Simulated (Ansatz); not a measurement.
Run report: HfO₂, geometry relaxation (part 3 of 3)

HfO₂ (24 atoms in the cell); DFT r2SCAN, scalar-relativistic, plane waves, PAW, no spin polarisation (Ansatz 0.2.0); cutoff 500 eV, 6×4×6 k-mesh, Gaussian smearing of 0.02 eV. The structure derives from an entry of the Crystallography Open Database.

### Trajectory as extended XYZ (Å, eV, eV/Å), 4 frames, from step=1 to step=4
```
24
Lattice="5.0619 0.0000 0.0000 0.0000 10.0115 0.0000 0.0000 0.0000 5.2300" Properties=species:S:1:pos:R:3:forces:R:3 step=1 energy=-135011.10472 pressure_GPa=0.09
Hf    3.7733    8.8547    5.0458   -0.0097   0.0257   0.0112
Hf    1.2424    6.1625    0.1842   -0.0097  -0.0257  -0.0112
Hf    1.2885    3.8490    2.7991    0.0097   0.0257  -0.0112
Hf    3.8195    1.1568    2.4308    0.0097  -0.0257   0.0112
Hf    1.2885    1.1568    0.1842    0.0097  -0.0257  -0.0112
Hf    3.8195    3.8490    5.0458    0.0097   0.0257   0.0112
Hf    3.7733    6.1625    2.4308   -0.0097  -0.0257   0.0112
Hf    1.2424    8.8547    2.7991   -0.0097   0.0257  -0.0112
O     4.4162    7.9073    3.2724    0.0047   0.0066   0.0040
O     1.8853    7.1099    1.9576    0.0047  -0.0066  -0.0040
O     0.6457    2.9015    4.5726   -0.0047   0.0066  -0.0040
O     3.1766    2.1042    0.6574   -0.0047  -0.0066   0.0040
O     0.6457    2.1042    1.9576   -0.0047  -0.0066  -0.0040
O     3.1766    2.9015    3.2724   -0.0047   0.0066   0.0040
O     4.4162    7.1099    0.6574    0.0047  -0.0066   0.0040
O     1.8853    7.9073    4.5726    0.0047   0.0066  -0.0040
O     2.5423    9.7830    1.3677    0.0019  -0.0075  -0.0026
O     0.0114    5.2342    3.8623    0.0019   0.0075   0.0026
O     2.5195    4.7772    1.2473   -0.0019  -0.0075   0.0026
O     5.0505    0.2285    3.9827   -0.0019   0.0075  -0.0026
O     2.5195    0.2285    3.8623   -0.0019   0.0075   0.0026
O     5.0505    4.7772    1.3677   -0.0019  -0.0075  -0.0026
O     2.5423    5.2342    3.9827    0.0019   0.0075  -0.0026
O     0.0114    9.7830    1.2473    0.0019  -0.0075   0.0026
24
Lattice="5.0643 0.0000 0.0000 0.0000 10.0106 0.0000 0.0000 0.0000 5.2301" Properties=species:S:1:pos:R:3:forces:R:3 step=2 energy=-135011.10480 pressure_GPa=-0.02
Hf    3.7748    8.8547    5.0464   -0.0047  -0.0094   0.0004
Hf    1.2426    6.1612    0.1836   -0.0047   0.0094  -0.0004
Hf    1.2896    3.8494    2.7987    0.0047  -0.0094  -0.0004
Hf    3.8217    1.1559    2.4314    0.0047   0.0094   0.0004
Hf    1.2896    1.1559    0.1836    0.0047   0.0094  -0.0004
Hf    3.8217    3.8494    5.0464    0.0047  -0.0094   0.0004
Hf    3.7748    6.1612    2.4314   -0.0047   0.0094   0.0004
Hf    1.2426    8.8547    2.7987   -0.0047  -0.0094  -0.0004
O     4.4188    7.9065    3.2731    0.0018   0.0026   0.0004
O     1.8866    7.1093    1.9569    0.0018  -0.0026  -0.0004
O     0.6455    2.9012    4.5720   -0.0018   0.0026  -0.0004
O     3.1777    2.1041    0.6581   -0.0018  -0.0026   0.0004
O     0.6455    2.1041    1.9569   -0.0018  -0.0026  -0.0004
O     3.1777    2.9012    3.2731   -0.0018   0.0026   0.0004
O     4.4188    7.1093    0.6581    0.0018  -0.0026   0.0004
O     1.8866    7.9065    4.5720    0.0018   0.0026  -0.0004
O     2.5437    9.7818    1.3678    0.0014  -0.0043  -0.0042
O     0.0116    5.2341    3.8622    0.0014   0.0043   0.0042
O     2.5206    4.7765    1.2472   -0.0014  -0.0043   0.0042
O     5.0528    0.2288    3.9829   -0.0014   0.0043  -0.0042
O     2.5206    0.2288    3.8622   -0.0014   0.0043   0.0042
O     5.0528    4.7765    1.3678   -0.0014  -0.0043  -0.0042
O     2.5437    5.2341    3.9829    0.0014   0.0043  -0.0042
O     0.0116    9.7818    1.2472    0.0014  -0.0043   0.0042
24
Lattice="5.0633 0.0000 0.0000 0.0000 10.0122 0.0000 0.0000 0.0000 5.2299" Properties=species:S:1:pos:R:3:forces:R:3 step=3 energy=-135011.10484 pressure_GPa=-0.01
Hf    3.7740    8.8559    5.0463   -0.0037  -0.0031   0.0016
Hf    1.2423    6.1623    0.1836   -0.0037   0.0031  -0.0016
Hf    1.2894    3.8498    2.7986    0.0037  -0.0031  -0.0016
Hf    3.8210    1.1563    2.4313    0.0037   0.0031   0.0016
Hf    1.2894    1.1563    0.1836    0.0037   0.0031  -0.0016
Hf    3.8210    3.8498    5.0463    0.0037  -0.0031   0.0016
Hf    3.7740    6.1623    2.4313   -0.0037   0.0031   0.0016
Hf    1.2423    8.8559    2.7986   -0.0037  -0.0031  -0.0016
O     4.4178    7.9078    3.2730    0.0021   0.0026   0.0002
O     1.8861    7.1104    1.9569    0.0021  -0.0026  -0.0002
O     0.6456    2.9017    4.5719   -0.0021   0.0026  -0.0002
O     3.1772    2.1044    0.6580   -0.0021  -0.0026   0.0002
O     0.6456    2.1044    1.9569   -0.0021  -0.0026  -0.0002
O     3.1772    2.9017    3.2730   -0.0021   0.0026   0.0002
O     4.4178    7.1104    0.6580    0.0021  -0.0026   0.0002
O     1.8861    7.9078    4.5719    0.0021   0.0026  -0.0002
O     2.5433    9.7833    1.3677    0.0011  -0.0023  -0.0026
O     0.0116    5.2350    3.8622    0.0011   0.0023   0.0026
O     2.5201    4.7772    1.2473   -0.0011  -0.0023   0.0026
O     5.0517    0.2289    3.9826   -0.0011   0.0023  -0.0026
O     2.5201    0.2289    3.8622   -0.0011   0.0023   0.0026
O     5.0517    4.7772    1.3677   -0.0011  -0.0023  -0.0026
O     2.5433    5.2350    3.9826    0.0011   0.0023  -0.0026
O     0.0116    9.7833    1.2473    0.0011  -0.0023   0.0026
24
Lattice="5.0633 0.0000 0.0000 0.0000 10.0122 0.0000 0.0000 0.0000 5.2299" Properties=species:S:1:pos:R:3:forces:R:3 step=4 energy=-135011.10490 pressure_GPa=-0.01
Hf    3.7740    8.8559    5.0463   -0.0037  -0.0031   0.0016
Hf    1.2423    6.1623    0.1836   -0.0037   0.0031  -0.0016
Hf    1.2894    3.8498    2.7986    0.0037  -0.0031  -0.0016
Hf    3.8210    1.1563    2.4313    0.0037   0.0031   0.0016
Hf    1.2894    1.1563    0.1836    0.0037   0.0031  -0.0016
Hf    3.8210    3.8498    5.0463    0.0037  -0.0031   0.0016
Hf    3.7740    6.1623    2.4313   -0.0037   0.0031   0.0016
Hf    1.2423    8.8559    2.7986   -0.0037  -0.0031  -0.0016
O     4.4178    7.9078    3.2730    0.0021   0.0026   0.0002
O     1.8861    7.1104    1.9569    0.0021  -0.0026  -0.0002
O     0.6456    2.9017    4.5719   -0.0021   0.0026  -0.0002
O     3.1772    2.1044    0.6580   -0.0021  -0.0026   0.0002
O     0.6456    2.1044    1.9569   -0.0021  -0.0026  -0.0002
O     3.1772    2.9017    3.2730   -0.0021   0.0026   0.0002
O     4.4178    7.1104    0.6580    0.0021  -0.0026   0.0002
O     1.8861    7.9078    4.5719    0.0021   0.0026  -0.0002
O     2.5433    9.7833    1.3677    0.0011  -0.0023  -0.0026
O     0.0116    5.2350    3.8622    0.0011   0.0023   0.0026
O     2.5201    4.7772    1.2473   -0.0011  -0.0023   0.0026
O     5.0517    0.2289    3.9826   -0.0011   0.0023  -0.0026
O     2.5201    0.2289    3.8622   -0.0011   0.0023   0.0026
O     5.0517    4.7772    1.3677   -0.0011  -0.0023  -0.0026
O     2.5433    5.2350    3.9826    0.0011   0.0023  -0.0026
O     0.0116    9.7833    1.2473    0.0011  -0.0023   0.0026
```

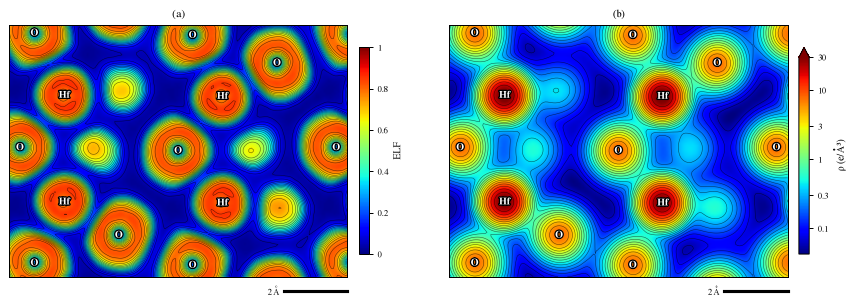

**Figure 1.** (a) electron localisation function; (b) valence pseudo-density on the (101) plane of the conventional cell. The section cuts through Hf and O sites. Hf–O (2.04 Å): the density is about 0.86 e/Å³ at the midpoint; the ELF peaks at about 0.85 in the valence shell of O, 0.6 Å from its nucleus, and drops to about 0.20 between the two atoms. Hf–O (2.14 Å): ρ is about 0.64 e/Å³ halfway; the ELF peaks at about 0.85 in the valence shell of O, 0.6 Å from its nucleus, and drops to about 0.15 between the two atoms. Hf–O (2.21 Å): the density is about 0.54 e/Å³ at the midpoint; the ELF peaks at about 0.85 in the valence shell of O, 0.6 Å from its nucleus, and drops to about 0.15 between the two atoms. Away from the nuclei the density in this plane falls to 0.04 e/Å³ at its lowest. The strong features right at Hf lie inside the PAW spheres (semicore, d or f shells) and say nothing about bonding. The fields are those of the smooth PAW valence density.

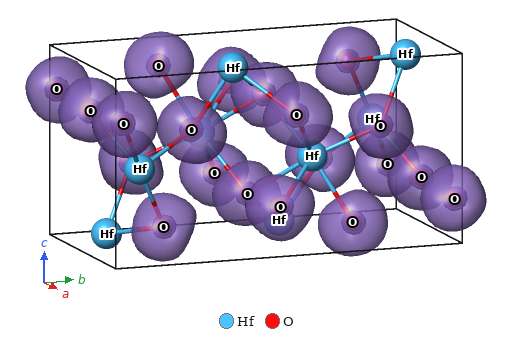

**Figure 2.** Isosurface of the electron localisation function at 0.65 (purple), seen slightly off an axis. Core shells and regions of very low density are left out. Sticks mark near contacts. The outline is the cell set on symmetry axes. Along the contacts the grid gives the following. Hf–O (2.04 Å): the ELF peaks at about 0.85 in the valence shell of O, 0.6 Å from its nucleus, and drops to about 0.20 between the two atoms. Hf–O (2.11 Å): the ELF peaks at about 0.85 in the valence shell of O, 0.6 Å from its nucleus, and drops to about 0.15 between the two atoms.

The run was set up as follows.

### The input
```yaml
crystal:
  lattice:
    - [5.0618658752, 0.0, 0.0]
    - [0.0, 10.0114539989, 0.0]
    - [0.0, 0.0, 5.2299769175]
  atoms:
    - { symbol: Hf, position: [0.7454437412, 0.8844547693, 0.9647890947] }
    - { symbol: Hf, position: [0.2454437412, 0.6155452307, 0.0352109053] }
    - { symbol: Hf, position: [0.2545562588, 0.3844547693, 0.5352109053] }
    - { symbol: Hf, position: [0.7545562588, 0.1155452307, 0.4647890947] }
    - { symbol: Hf, position: [0.2545562588, 0.1155452307, 0.0352109053] }
    - { symbol: Hf, position: [0.7545562588, 0.3844547693, 0.9647890947] }
    - { symbol: Hf, position: [0.7454437412, 0.6155452307, 0.4647890947] }
    - { symbol: Hf, position: [0.2454437412, 0.8844547693, 0.5352109053] }
    - { symbol: O, position: [0.8724433429, 0.7898224351, 0.6256934065] }
    - { symbol: O, position: [0.3724433429, 0.7101775649, 0.3743065935] }
    - { symbol: O, position: [0.1275566571, 0.2898224351, 0.8743065935] }
    - { symbol: O, position: [0.6275566571, 0.2101775649, 0.1256934065] }
    - { symbol: O, position: [0.1275566571, 0.2101775649, 0.3743065935] }
    - { symbol: O, position: [0.6275566571, 0.2898224351, 0.6256934065] }
    - { symbol: O, position: [0.8724433429, 0.7101775649, 0.1256934065] }
    - { symbol: O, position: [0.3724433429, 0.7898224351, 0.8743065935] }
    - { symbol: O, position: [0.502252661, 0.9771758008, 0.2615048483] }
    - { symbol: O, position: [0.002252661, 0.5228241992, 0.7384951517] }
    - { symbol: O, position: [0.497747339, 0.4771758008, 0.2384951517] }
    - { symbol: O, position: [0.997747339, 0.0228241992, 0.7615048483] }
    - { symbol: O, position: [0.497747339, 0.0228241992, 0.7384951517] }
    - { symbol: O, position: [0.997747339, 0.4771758008, 0.2615048483] }
    - { symbol: O, position: [0.502252661, 0.5228241992, 0.7615048483] }
    - { symbol: O, position: [0.002252661, 0.9771758008, 0.2384951517] }
basis:
  ecutwfc: 500
kpoints:
  mp_grid: { grid: [6, 4, 6] }
hamiltonian:
  xc: r2scan
scf:
  occupations: { method: gaussian, width: 0.02 }
output:
  forces: true
  stress: true
  eigenvalues: true
  write_density: true
  write_potential: true
  elf: true
  volumetric_format: npy
relax:
  adjacent_minimum: "off"
  f_tol: 0.005
  max_steps: 80
  cell: { stress_tol: 0.05 }
```

Launched with:
```bash
ansatz run input.yaml --threads 4 --pin off --max-ram 10240MiB --backend cpu --events-out ev --progress --plain --runs-dir out
```

### Results in brief

| quantity | value |
| --- | --- |
| outcome | converged |
| space group (tolerance 0.01 Å) | Pbca (61) |
| electrons treated | 304 |
| free energy | −135011.1049 eV |
| Fermi energy | 16.994 eV |
| gap on the k-point mesh | 4.84 eV |
| pressure | −0.01 GPa |
| final volume | 265.13 Å³ |
| largest force (length of the vector) at the end | 0.005 eV/Å |
| final cell | a = 5.063 Å, b = 10.012 Å, c = 5.230 Å, α = 90.00°, β = 90.00°, γ = 90.00° |
| hardware | 4 threads of Intel Xeon (Sapphire Rapids), 32 GiB of memory available, shared host |
| wall time | 6.9 min (CPU time 27 min) |
| peak memory | 3.3 GiB |

### Remarks

Spin–orbit coupling is left out, which matters for Hf.
